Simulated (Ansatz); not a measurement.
**Single-point calculation, with input and output: Ge3Si**

- system: Ge3Si (P-4m2, 4 atoms in the cell)
- method: DFT, PBE, plane waves, PAW, no spin polarisation (Ansatz 0.2.0)

The structure was built on a prototype by a generator. The geometry comes from this level: PBE. It belongs to a series of runs on one base structure; here: volume -6%. Figures and captions count atoms from 1; the log counts them from 0 in places.

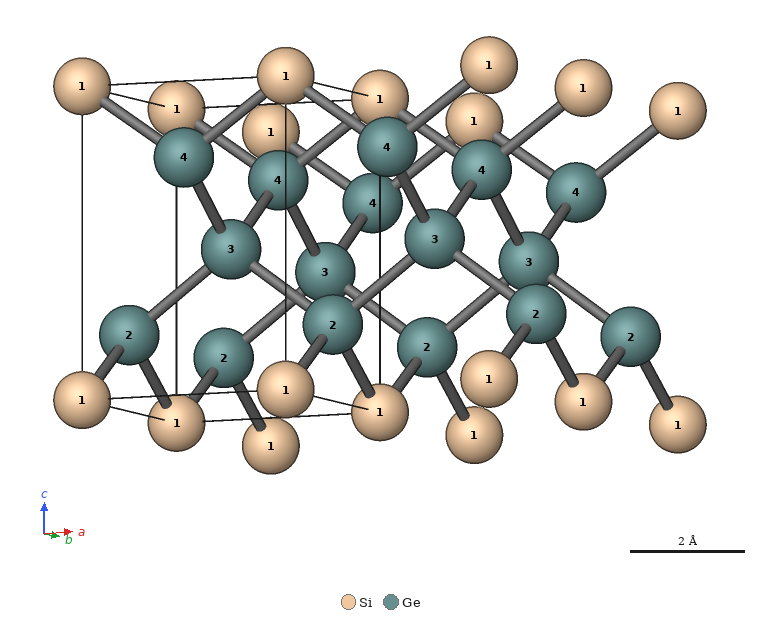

*The input geometry (ball-and-stick view of the cell of the calculation, repeated 2 × 2 × 1, seen at an oblique angle; atoms are numbered from 1 in the order of the input).*

Near neighbours in the crystal (not all of them lie inside the picture): Si has 4 Ge at 2.39 Å; Ge has 2 Ge at 2.43 Å and 2 Si at 2.39 Å; Ge has 4 Ge at 2.43 Å.

The input:
```yaml
crystal:
  lattice:
    - [3.9369861493, 0.0, 0.0]
    - [0.0, 3.9369861493, 0.0]
    - [0.0, 0.0, 5.5423742199]
  atoms:
    - { symbol: Si, position: [0.0, 0.0, 0.0] }
    - { symbol: Ge, position: [0.0, 0.5, 0.2435039931] }
    - { symbol: Ge, position: [0.5, 0.5, 0.5] }
    - { symbol: Ge, position: [0.5, 0.0, 0.7564960069] }
kpoints:
  mp_grid: { grid: [6, 6, 4] }
hamiltonian:
  xc: pbe
scf:
  occupations: { method: fixed }
  n_extra_bands: 5
output:
  forces: true
  stress: true
  eigenvalues: true
```

Machine: 2 threads of Arm Neoverse V2, 24 GiB of memory available, shared host.

Run as:
```bash
ansatz run input.yaml --threads 2 --pin off --max-ram 2764MiB --backend cpu --events-out ev --progress --plain --runs-dir out
```

Log:
```
scf.n_extra_bands = 5 over 23 filled bands (N_el = 46.0): the run solves 28 bands
Engine: ansatz 0.2.0, aarch64-unknown-linux-gnu
Pseudopotentials: kind: paw
Pseudopotential: Si, paw, valence charge 4, recommended cutoff 420 eV (normal), Si.paw.azcp
Pseudopotential: Ge, paw, valence charge 14, recommended cutoff 420 eV (normal), Ge.paw.azcp
Functional definition: PBE
  parameter kappa = 0.804
  parameter beta = 0.06672455060314922
  exchange = pbe_x(kappa = kappa, mu = beta*pi^2/3)
  correlation = pbe_c(beta = beta)
Crystal: 4 atoms, lattice volume = 85.906 Å³
Basis set: ecut = 420 eV, 1715 PW (Γ), exchange–correlation on 54×54×80 points (8 copies of the dense FFT grid, shifted against one another)
Bands: 28, of which v1, the nominal top of the filled ones, is band 23 counted from 1 (22 counted from 0)
Symmetry: 8 space group operations
Space group: P-4m2 (ITA 115), of the structure as read, at distance tolerance 4.4e-5 Å
k-points: 30 of 144 (time reversal used)
Non-local potential: Si, projectors of the file, l = 0: 2, l = 1: 2, l = 2: 2
Non-local potential: Ge, projectors of the file, l = 0: 2, l = 1: 2, l = 2: 3, l = 3: 1
PAW form: soft (Blöchl's): semilocal exchange-correlation on the pseudo side does not see the compensation charge
PAW one-centre angular grid: Si, 110 points (default); XC on 64 Gauss nodes
PAW one-centre angular grid: Ge, 590 points (default); XC on 64 Gauss nodes
Initial density: superposition of atomic densities (neutral atoms: chi_scale 0, normalization atom), corrected by the library's trained network
Initial wavefunctions: pseudopotential atomic-orbital guess
Functional: x = pbe(κ = 0.804, μ = 0.2195149727645171), c = pbe(β = 0.06672455060314922)
SCF iter   1: F=—  HF=-13520.593068 eV  |F-HF|=—  |Δ(HF+E_count)|=         —  Δρ=1.02e-3  dr2=7.68e-4  ethr=1.77e-3  ⟨swp⟩=4.5  Hψ=3096  notcnv=0  defer=82
preconditioner: auto → Resta (q_TF=auto, 2.459 Å⁻¹)  ε∞=2.7  [insulator: Δε(μ)=0.365 eV  Ē_g=21.067 eV  n_scr=20 (ndim 8)  ℏωp=27.2 eV  f_vac=0.027  ε∞_Penn≈2.7]
SCF iter   2: F=—  HF=-13520.591814 eV  |F-HF|=—  |Δ(HF+E_count)|=   1.25e-3  Δρ=7.55e-4  dr2=3.21e-4  ethr=1.67e-6  ⟨swp⟩=2.0  Hψ=1832  notcnv=0  defer=88
SCF iter   3: F=—  HF=-13520.591743 eV  |F-HF|=—  |Δ(HF+E_count)|=   7.12e-5  Δρ=4.02e-4  dr2=1.11e-4  ethr=6.97e-7  ⟨swp⟩=2.0  Hψ=1263  notcnv=0  defer=79
SCF iter   4: F=—  HF=-13520.591812 eV  |F-HF|=—  |Δ(HF+E_count)|=   6.85e-5  Δρ=1.51e-4  dr2=1.11e-5  ethr=2.42e-7  ⟨swp⟩=2.0  Hψ=1528  notcnv=0  defer=67
SCF iter   5: F=—  HF=-13520.591780 eV  |F-HF|=—  |Δ(HF+E_count)|=   3.13e-5  Δρ=5.51e-5  dr2=1.32e-6  ethr=2.41e-8  ⟨swp⟩=2.0  Hψ=1495  notcnv=0  defer=30
SCF iter   6: F=—  HF=-13520.591780 eV  |F-HF|=—  |Δ(HF+E_count)|=   9.62e-8  Δρ=9.02e-6  dr2=7.37e-8  ethr=2.17e-10  ⟨swp⟩=8.2  Hψ=4418  notcnv=0
SCF iter   7: F=-13520.591780 eV  HF=-13520.591780 eV  |F-HF|=5.31e-9  |Δ(HF+E_count)|=   5.93e-8  Δρ=2.83e-6  dr2=4.31e-9  ethr=1.60e-10  ⟨swp⟩=4.0  Hψ=2784  notcnv=0
SCF 1 converged in 7 iterations: F = -13520.591780 eV  dr2 = 4.31e-9
  greatest PAW one-centre occupation: 0.998 electrons in one spin orbital (limit 2), on the Ge atom at site 2 (counted from 0), in its partial waves of l = 2
SCF converged after 7 iterations
Free energy (F): -13520.591780 eV
Harris-Foulkes:  -13520.591780 eV  (|F-HF|=5.31e-9)
Internal energy: -13520.591780 eV  (E = F + TS)
E sigma→0 (E₀):  -13520.591780 eV
Fermi energy:    8.337542 eV
--- Per-component energies (eV) ---
  E_band       = -441.510379
  E_kinetic    = 376.493445
  E_local      = -7770.544180  (includes V_loc(G=0)·N_el)
  E_nonlocal   = 1282.968162
  E_hartree    = 3427.305666
  E_xc         = -282.719077
  E_vxc        = -241.716956  (∫ρ·V_xc dr)
  E_paw        = -6573.452302  (= ΣΔE_a)
  E_vpaw       = -943.328135  (= ΣTr[D̂ρ^β])
  E_aug_tail   = 0.000908  (compensation charges beyond the density's cutoff)
  E_ewald      = -3980.644402
  E_smearing   = -0.000000  (= −TS)
  E_closure    = -0.000000  (closes the sum)
  Σ components = -13520.591780   (vs F -13520.591780, Δ=0.00e0)
--- Forces (eV/Å), atoms counted from 1 ---
  atom   1  Si    -0.00000000     0.00000000     0.00000000
  atom   2  Ge     0.00000000     0.00000000    -0.00422226
  atom   3  Ge    -0.00000000     0.00000000     0.00000000
  atom   4  Ge     0.00000000     0.00000000     0.00422226
  max |Σ_I F_I| component: 1.39e-17 eV/Å
--- Stress (GPa, compression-positive) ---
        4.816868       0.000000      -0.000000
        0.000000       4.816868       0.000000
       -0.000000       0.000000       4.785560
  P = ⅓ Tr σ = 4.8064 GPa (48.064 kbar)
--- Band table (eV; the first three rows and the last of 30) ---
  k-point 0: bands = ["-16.3689", "-16.3689", "-16.3182", "-16.3029", "-16.2676", "-16.1811", "-16.1799", "-16.1799", "-16.1783", "-16.1543", "-16.0935", "-16.0894", "-16.0838", "-16.0434", "-16.0434", "-4.4244", "-0.5616", "-0.1536", "5.2006", "5.2006", "8.2901", "8.3375", "8.3375", "8.9913", "9.0482", "9.4526", "10.8897", "10.8897"]
  k-point 1: bands = ["-16.3690", "-16.3690", "-16.3185", "-16.3028", "-16.2670", "-16.1820", "-16.1789", "-16.1789", "-16.1769", "-16.1558", "-16.0926", "-16.0897", "-16.0836", "-16.0444", "-16.0444", "-4.1607", "-2.0816", "1.6977", "5.4651", "5.4651", "6.3524", "7.4513", "7.4513", "8.8237", "9.8275", "10.3678", "11.2157", "12.1023"]
  k-point 2: bands = ["-16.3692", "-16.3692", "-16.3187", "-16.3028", "-16.2664", "-16.1814", "-16.1778", "-16.1778", "-16.1770", "-16.1573", "-16.0917", "-16.0897", "-16.0836", "-16.0454", "-16.0454", "-3.4801", "-3.2519", "3.6800", "4.2669", "6.1016", "6.1016", "6.4174", "6.4174", "9.1105", "9.5289", "11.2237", "11.4063", "14.0345"]
  k-point 29: bands = ["-16.3816", "-16.3432", "-16.3432", "-16.2664", "-16.2358", "-16.1859", "-16.1661", "-16.1649", "-16.1649", "-16.1576", "-16.1576", "-16.1168", "-16.0613", "-16.0613", "-16.0259", "-0.4815", "-0.4815", "-0.3634", "0.2973", "4.2822", "4.3474", "4.3590", "4.3590", "12.7197", "12.7197", "12.8635", "13.0023", "13.0798"]
```

Summary:

| quantity | value |
| --- | --- |
| outcome | converged |
| space group (tolerance 0.01 Å) | P-4m2 (115) |
| electrons treated | 46 |
| free energy | −13520.5918 eV |
| Fermi energy | 8.338 eV |
| gap on the k-point mesh | 0.36 eV |
| pressure | 4.81 GPa |
| largest force (length of the vector) | 0.004 eV/Å |
| wall time | 3.3 s (CPU time 6.5 s) |
| peak memory | 0.32 GiB |
